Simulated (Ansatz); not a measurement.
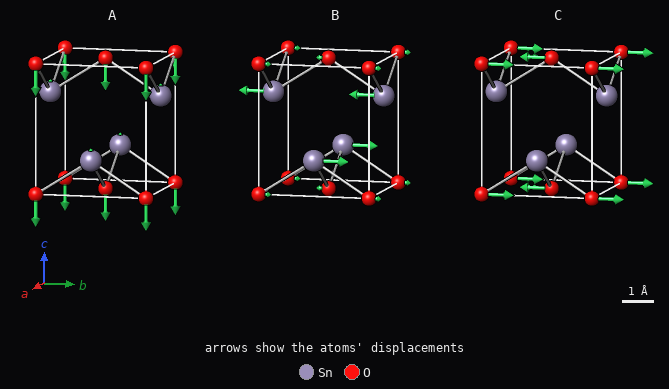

Three optical modes of a crystal of SnO relaxed at 11 GPa at the zone centre, in no order (one member of each degenerate set). The green arrows are the displacements of the atoms (eigenvector over the root of the mass), of arbitrary overall length and sign. Style: ball-and-stick. Shown: the cell of the calculation, slightly off an axis.

Method: DFT PBE+D3(BJ), scalar-relativistic, plane waves, PAW in Ansatz. Set-up: plane-wave cutoff 420 eV; k-point mesh 12 × 12 × 10; occupations fermi dirac; smearing width 0.15 eV; target pressure 11 GPa; no spin polarisation.

The frequencies depend somewhat on the k-mesh and the smearing.

### Rank the modes by frequency, softest first.

B (136 cm⁻¹), A (372 cm⁻¹), C (524 cm⁻¹). B, E_g: All motion is along b; atoms of one kind move against one another, with no net shift of any sublattice; the kinetic energy is shared as Sn 99 %, O 1 %. A, A₂u: The O sublattice moves against the Sn sublattice, along c; the kinetic energy is shared as O 88 %, Sn 12 %. C, E_g: The Sn atoms hardly move; all motion is along b; atoms of one kind move against one another, with no net shift of their sublattice; it stretches the shortest O–Sn bonds (2.19 Å); the kinetic energy is shared as O 99 %, Sn 1 %. The crystal is metallic in this run.
